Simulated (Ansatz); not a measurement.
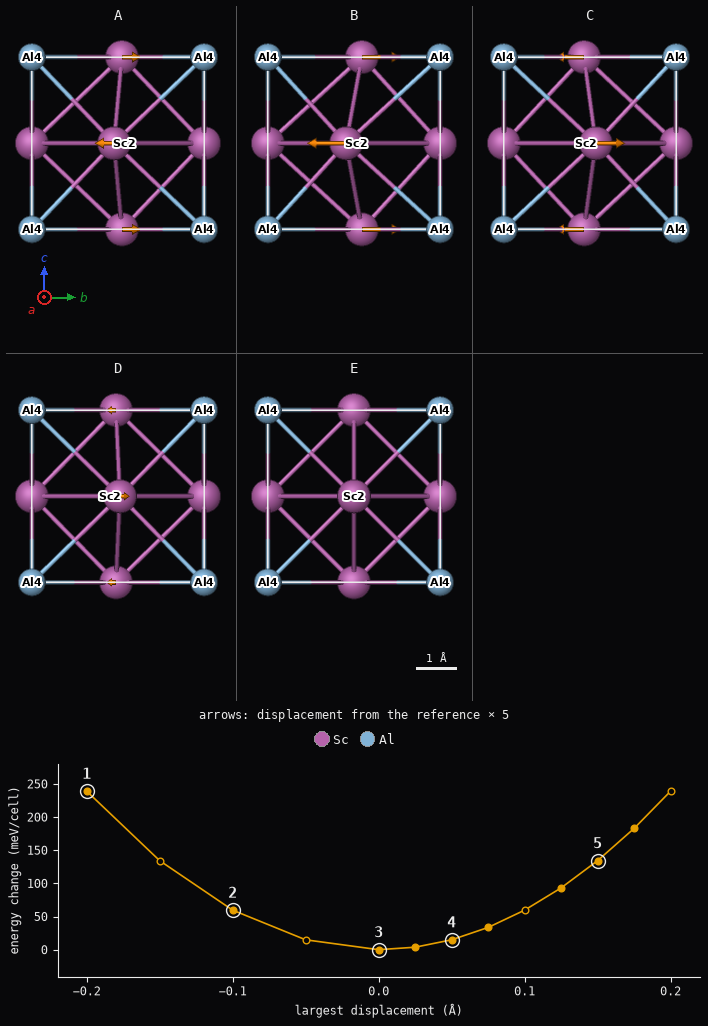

A crystal of Sc3Al (Pm-3m): a normal mode at the zone centre (one arbitrary combination within a set of 3 degenerate modes) is frozen in with the cell fixed, the amplitude being the largest displacement of an atom. The frames are shuffled; the numbered points of the plot belong to them. Hollow markers are points alike by symmetry, not computed again. Style: ball-and-stick. Shown: the cell of the calculation, along the a axis. Orange arrows: displacements from the reference.

Computed with DFT PBEsol, scalar-relativistic, plane waves, PAW (Ansatz). Settings: plane-wave cutoff 420 eV; k-point mesh 12 × 12 × 12; occupations gaussian; smearing width 0.15 eV; no spin polarisation. Energies (free energies at the smearing named) are counted from the relaxed crystal.

Question: Match the frames to the points.

Answer: Point 1 is frame B (the amplitude −0.20 Å, 239.0 meV/cell); 2 is frame A (the amplitude −0.10 Å, 59.6 meV/cell); 3 is frame E (the amplitude 0.00 Å, 0.0 meV/cell); 4 is frame D (the amplitude 0.05 Å, 14.9 meV/cell); 5 is frame C (the amplitude 0.15 Å, 134.2 meV/cell). The harmonic wavenumber of the mode is 190 cm⁻¹, a stable vibration. Of the computed points the lowest is at the amplitude 0.00 Å, 0.0 meV/cell. The well is symmetric. At the highest point the shortest interatomic distance is 2.96 Å, against 3.09 Å in the reference.
